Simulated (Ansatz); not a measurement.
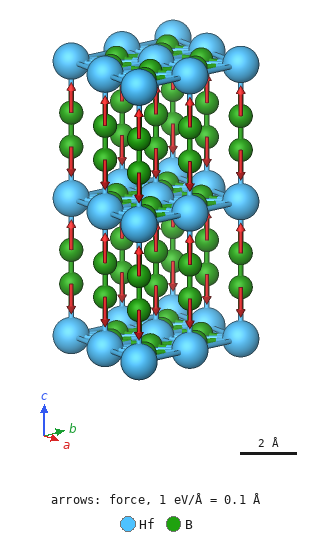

Starting geometry of crystalline HfB4 (a generated structure, set up in P6/mmm) (coarse preliminary run) with the computed forces as red arrows. The picture is a ball-and-stick view of the cell of the calculation, repeated 2 × 2 × 2 with one cell outlined, seen slightly off an axis.

Level of theory: DFT PBE, scalar-relativistic, plane waves, PAW in Ansatz.

Input file:
```yaml
crystal:
  lattice:
    - [3.09264388, 0.0, 0.0]
    - [-1.54632194, 2.67830816, 0.0]
    - [0.0, 0.0, 5.04552364]
  atoms:
    - { symbol: Hf, position: [0.0, 0.0, 0.0] }
    - { symbol: B, position: [0.0, 0.0, 0.3760019] }
    - { symbol: B, position: [0.0, 0.0, 0.6239981] }
    - { symbol: B, position: [0.33333333, 0.66666667, 0.0] }
    - { symbol: B, position: [0.66666667, 0.33333333, 0.0] }
basis:
  ecutwfc: 420
kpoints:
  mp_grid: { grid: [6, 6, 4] }
hamiltonian:
  xc: pbe
scf:
  occupations: { method: gaussian, width: 0.1 }
  lower_state_search: "off"
output:
  forces: true
  stress: true
  eigenvalues: true
relax:
  adjacent_minimum: "off"
  f_tol: 0.04
  max_steps: 70
  cell: { stress_tol: 0.4 }
```

Command:
```bash
ansatz run input.yaml --threads 1 --pin off --max-ram 2048MiB --backend cpu --events-out ev --progress --plain --runs-dir out
```

**Is this structure relaxed? If not, where do the atoms go?**

It isn't relaxed: the largest force vector, on B atoms, is 11.34 eV/Å. The atoms end up moving mostly along the starting forces (cosine between the two patterns 1.00). Over 10 accepted moves (12 points after the start) the energy falls by 3101 meV per atom. Largest force component: 11 eV/Å at the start, 0.0094 eV/Å at the end. The pressure goes from 190.03 to −0.05 GPa. The SCF was repeated twice at an unchanged geometry on a basis and grid sized afresh for the cell, which shifted the energy by 120 meV per atom at most. The largest moves relative to the cell, 0.044 Å, are those of B2 and B3. B3 goes along +c. Hf stays in place. The volume changes by +106.7 %, with a = b 3.093 → 3.995 Å (+29.2 %), c 5.046 → 6.249 Å (+23.9 %). Some distances before and after: Hf1–Hf1 3.093 → 3.995 Å, B4–B5 1.786 → 2.306 Å, Hf1–B4 1.786 → 2.306 Å, Hf1–B2 1.897 → 2.306 Å. The space group stays P6/mmm (No. 191).
